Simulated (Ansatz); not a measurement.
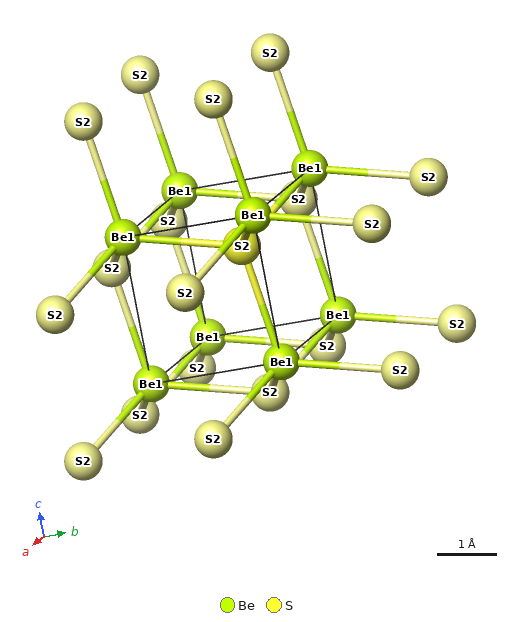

**Figure 1.** The input geometry (ball-and-stick view of the cell of the calculation, seen slightly off an axis; neighbours outside the cell are drawn fainter; atoms are numbered from 1 in the order of the input). An atom can appear more than once, as a periodic image.

Single-point calculation of BeS

System: BeS (R3m, 2 atoms in the cell).
Method: DFT, r2SCAN, PAW with Ansatz's default frozen-core files, scalar-relativistic; levels at fixed fractional wave vectors of a strained or displaced cell, no spin polarisation (Ansatz 0.2.0).

The structure derives from an entry of the Crystallography Open Database. It belongs to a series of runs on one base structure; here: atom 1 moved by [0.01, 0.01, 0.01] Å, PAW files. Figures and captions count atoms from 1; the log counts them from 0 in places.

## The program's output
```
Engine: ansatz 0.2.0, aarch64-unknown-linux-gnu
Pseudopotentials: kind: paw
Pseudopotential: Be, paw, valence charge 2, recommended cutoff 500 eV (meta_gga), Be.paw.azcp
Pseudopotential: S, paw, valence charge 6, recommended cutoff 500 eV (meta_gga), S.paw.azcp
Functional definition: r2SCAN
  parameter k0 = 0.174
  parameter k1 = 0.065
  parameter a1 = 4.9479
  exchange = r2scan_x(k0 = k0, k1 = k1, a1 = a1)
  correlation = r2scan_c
Crystal: 2 atoms, lattice volume = 28.848 Å³
Basis set: ecut = 500 eV, 725 PW (Γ), exchange–correlation on 108×108×108 points (64 copies of the dense FFT grid, shifted against one another)
Bands: 8, of which v1, the nominal top of the filled ones, is band 4 counted from 1 (3 counted from 0)
Symmetry: 6 space group operations
Space group: R3m (ITA 160), of the structure as read, at distance tolerance 3.1e-5 Å
k-points: 65 of 512 (time reversal used)
Non-local potential: Be, projectors of the file, l = 0: 2, l = 1: 2, l = 2: 1
Non-local potential: S, projectors of the file, l = 0: 2, l = 1: 2, l = 2: 2
PAW form: soft (Blöchl's): semilocal exchange-correlation on the pseudo side does not see the compensation charge
PAW frozen core: Be, regenerated for the run's functional (the file was generated under x = pbe(κ = 0.804, μ = 0.2195149727645171), c = pbe(β = 0.06672455060314922))
PAW frozen core: S, regenerated for the run's functional (the file was generated under x = pbe(κ = 0.804, μ = 0.2195149727645171), c = pbe(β = 0.06672455060314922))
PAW one-centre angular grid: Be, 302 points (default); XC on 255 of its mesh's 2635 points in the sphere
PAW one-centre angular grid: S, 302 points (default); XC on 160 Gauss nodes
Initial density: superposition of atomic densities (neutral atoms: chi_scale 0, normalization atom), corrected by the library's trained network
Initial wavefunctions: pseudopotential atomic-orbital guess
Functional: x = r2scan, c = r2scan; τ floored in thin density (d = 2e-4 eV/Å³)
SCF iter   1: F=—  HF=-1001.521524 eV  |F-HF|=—  |Δ(HF+E_count)|=         —  Δρ=4.78e-3  dr2=5.26e-3  dr2_τ=2.88e-2  ethr=1.77e-3  ⟨swp⟩=4.4  Hψ=3750  notcnv=0  defer=96
preconditioner: auto → none  [insulator: Δε(μ)=3.428 eV  Ē_g=13.576 eV  n_scr=0 (ndim 8)  ℏωp=19.6 eV  f_vac=0.000  ε∞_Penn≈3.1]
SCF iter   2: F=—  HF=-1001.594373 eV  |F-HF|=—  |Δ(HF+E_count)|=   7.28e-2  Δρ=3.07e-3  dr2=2.14e-3  dr2_τ=2.92e-5  ethr=6.57e-5  ⟨swp⟩=2.2  Hψ=1461  notcnv=0  defer=112
SCF iter   3: F=—  HF=-1001.594964 eV  |F-HF|=—  |Δ(HF+E_count)|=   5.92e-4  Δρ=1.47e-3  dr2=9.15e-4  dr2_τ=3.73e-5  ethr=2.67e-5  ⟨swp⟩=2.0  Hψ=909  notcnv=0  defer=123
SCF iter   4: F=—  HF=-1001.594929 eV  |F-HF|=—  |Δ(HF+E_count)|=   3.50e-5  Δρ=4.01e-4  dr2=6.79e-5  dr2_τ=6.47e-7  ethr=1.14e-5  ⟨swp⟩=2.9  Hψ=896  notcnv=0  defer=125
SCF iter   5: F=—  HF=-1001.594937 eV  |F-HF|=—  |Δ(HF+E_count)|=   7.27e-6  Δρ=1.75e-5  dr2=4.41e-8  dr2_τ=5.49e-9  ethr=8.48e-7  ⟨swp⟩=2.1  Hψ=777  notcnv=0  defer=125
SCF iter   6: F=—  HF=-1001.594937 eV  |F-HF|=—  |Δ(HF+E_count)|=   2.38e-7  Δρ=3.49e-6  dr2=3.94e-9  dr2_τ=2.73e-10  ethr=5.51e-10  ⟨swp⟩=2.0  Hψ=780  notcnv=0
SCF iter   7: F=-1001.594937 eV  HF=-1001.594937 eV  |F-HF|=2.59e-11  |Δ(HF+E_count)|=  1.91e-10  Δρ=2.46e-7  dr2=7.00e-12  dr2_τ=1.30e-12  ethr=1.25e-12  ⟨swp⟩=4.5  Hψ=3214  notcnv=0
SCF 1 converged in 7 iterations: F = -1001.594937 eV  dr2 = 7.00e-12
  greatest PAW one-centre occupation: 0.868 electrons in one spin orbital (limit 2), on the S atom at site 1 (counted from 0), in its partial waves of l = 0
```

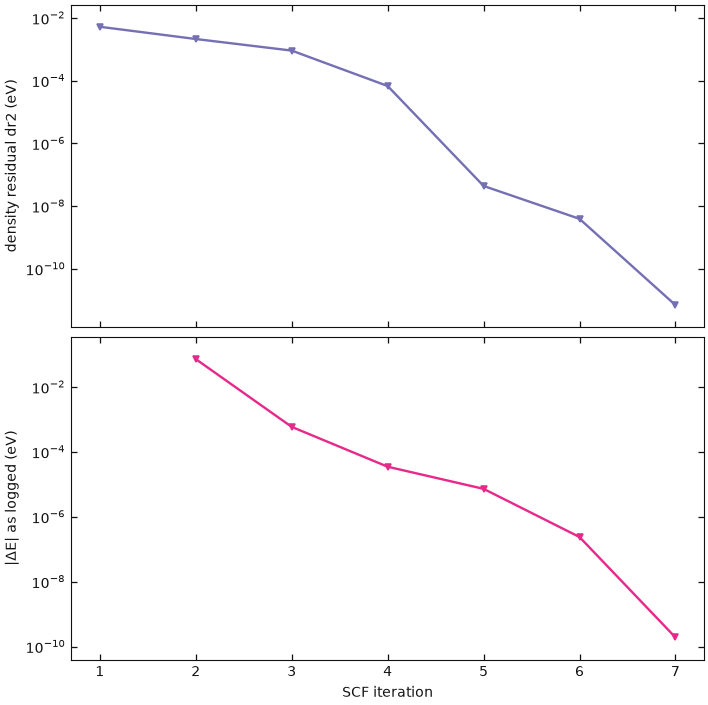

**Figure 2.** Convergence of the self-consistent field: density residual dr2 and size of the energy change against the SCF iteration. The residual falls at every step.

```
NSCF: frozen V_eff on 8 k-points
SCF converged after 7 iterations
Free energy (F): -1001.594937 eV
Harris-Foulkes:  -1001.594937 eV  (|F-HF|=2.59e-11)
Internal energy: -1001.594937 eV  (E = F + TS)
E sigma→0 (E₀):  -1001.594937 eV
Fermi energy:    5.068342 eV
--- Per-component energies (eV) ---
  E_band       = -2.447990
  E_kinetic    = 127.851316
  E_local      = -116.562523  (includes V_loc(G=0)·N_el)
  E_nonlocal   = 32.284490
  E_hartree    = 36.251339
  E_xc         = -111.196143
  E_vxc        = -117.428380  (∫ρ·V_xc dr)
  E_paw        = -670.424814  (= ΣΔE_a)
  E_vpaw       = -6.404842  (= ΣTr[D̂ρ^β])
  E_aug_tail   = 0.000001  (compensation charges beyond the density's cutoff)
  E_vtau       = 5.309277  (kinetic-family band-sum trace: ∫τ·v_τ [+ j·A + Jᵃ·Aᵃ] dr)
  E_ewald      = -299.676809
  E_core_change = -0.121794  (= ΣΔE_core)
  E_smearing   = -0.000000  (= −TS)
  E_closure    = -0.000000  (closes the sum)
  Σ components = -1001.594937   (vs F -1001.594937, Δ=0.00e0)
--- Forces (eV/Å), atoms counted from 1 ---
  atom   1  Be    -0.07934587    -0.07934587    -0.07934587
  atom   2  S      0.07933659     0.07933659     0.07933659
  max |Σ_I F_I| component: 9.28e-6 eV/Å
--- Stress (GPa, compression-positive) ---
        0.026188      -0.207719      -0.207719
       -0.207719       0.026188      -0.207719
       -0.207719      -0.207719       0.026188
  P = ⅓ Tr σ = 0.0262 GPa (0.262 kbar)
--- Band table (eV; the first three rows and the last of 65) ---
  k-point 0: bands = ["-9.2216", "4.9651", "4.9651", "5.0683", "11.2097", "11.2469", "11.2469", "11.5828"]
  k-point 1: bands = ["-9.0390", "3.7817", "4.7656", "4.8591", "11.2066", "11.5751", "11.6246", "12.8263"]
  k-point 2: bands = ["-8.5372", "1.6429", "4.3625", "4.4578", "11.1365", "12.1089", "12.2106", "14.9996"]
  k-point 64: bands = ["-7.5734", "-0.8646", "3.9401", "3.9401", "11.0279", "12.0710", "12.0710", "16.9653"]
```

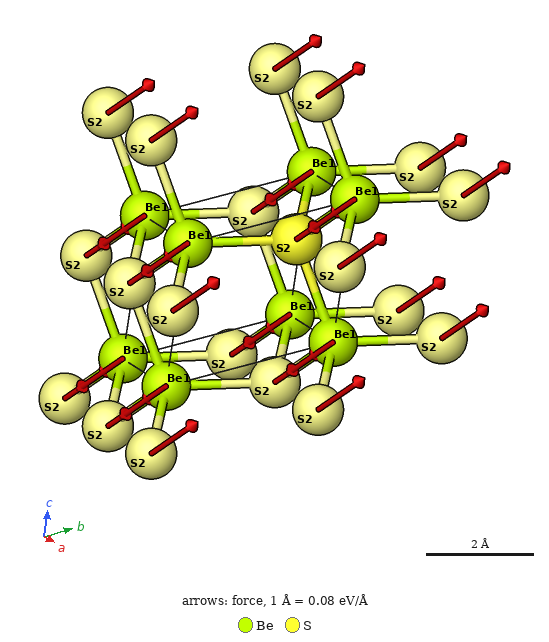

**Figure 3.** Forces on the atoms as red arrows (ball-and-stick view of the cell of the calculation, seen slightly off an axis; neighbours outside the cell are drawn fainter; atoms are numbered from 1 in the order of the input). The largest act on Be1 (0.14 eV/Å); S2 (0.14 eV/Å). The geometry is not a stationary point of this energy.

This output came from the following input.

## The input
```yaml
crystal:
  lattice:
    - [0.0, 2.43422411297, 2.43422411297]
    - [2.43422411297, 0.0, 2.43422411297]
    - [2.43422411297, 2.43422411297, 0.0]
  atoms:
    - { symbol: Be, position: [0.002054042589, 0.002054042589, 0.002054042589] }
    - { symbol: S, position: [0.75, 0.75, 0.75] }
kpoints:
  mp_grid: { grid: [8, 8, 8] }
scf:
  occupations: { method: fixed }
  convergence: { dr2_threshold: 1.0e-10 }
hamiltonian:
  xc: r2scan
  pseudopotentials: { kind: paw }
output:
  forces: true
  stress: true
  eigenstates:
    kpoints:
      - [0.0, 0.0, 0.0]
      - [0.0, -0.5, -0.5]
      - [-0.5, 0.0, -0.5]
      - [-0.5, -0.5, 0.0]
      - [0.0, 0.5, 0.0]
      - [0.5, 0.0, 0.0]
      - [0.0, 0.0, 0.5]
      - [0.5, 0.5, 0.5]
  eigenvalues: true
```

Launch command:
```bash
ansatz run input.yaml --threads 1 --pin off --max-ram 3072MiB --backend cpu --events-out ev --progress --plain --runs-dir out
```

## Summary

| quantity | value |
| --- | --- |
| outcome | converged |
| space group (tolerance 0.01 Å) | R3m (160) |
| electrons treated | 8 |
| free energy | −1001.5949 eV |
| Fermi energy | 5.068 eV |
| gap on the k-point mesh | 3.52 eV |
| pressure | 0.03 GPa |
| largest force (length of the vector) | 0.137 eV/Å |
| hardware | 1 thread of Arm Neoverse V1, 112 GiB of memory available, shared host |
| wall time | 6.9 s |
| peak memory | 0.37 GiB |
